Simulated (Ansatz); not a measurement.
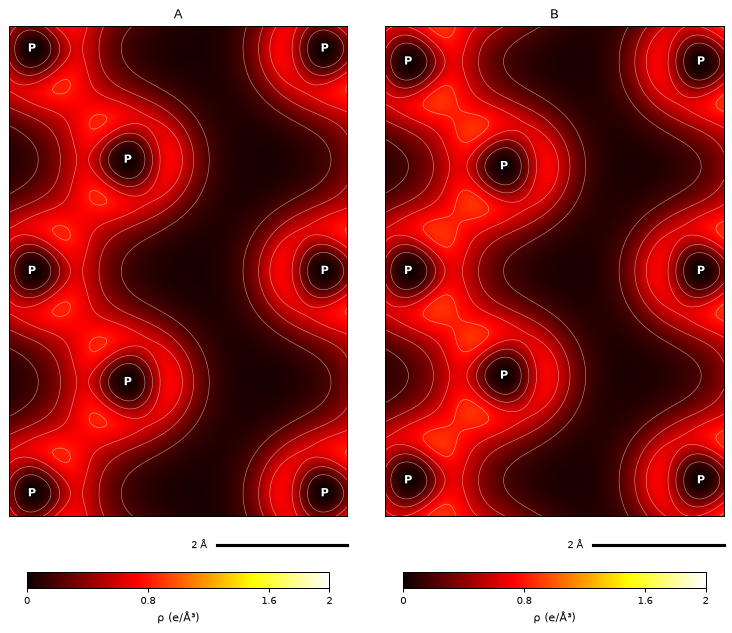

P. The valence electron density of two cells that differ in size and shape, on the (11̄0) plane of each (indices in the axes of the calculation cell), at one length scale and on one colour scale: A has 22.2 Å³ an atom and B 19.7.

Space group Cmce.

Level of theory: Ansatz, DFT PBE, scalar-relativistic, plane waves, PAW.

Core electrons are frozen (PAW), and the valence fields are smoothed inside the atomic spheres.

### What does the compression do to the bonding and the properties?

From the larger cell to the smaller, P–P goes from 2.25 to 2.18 Å, and the density at its midpoint from 0.72 to 0.81 e/Å³; the pressure goes from −2.8 to 6 GPa.
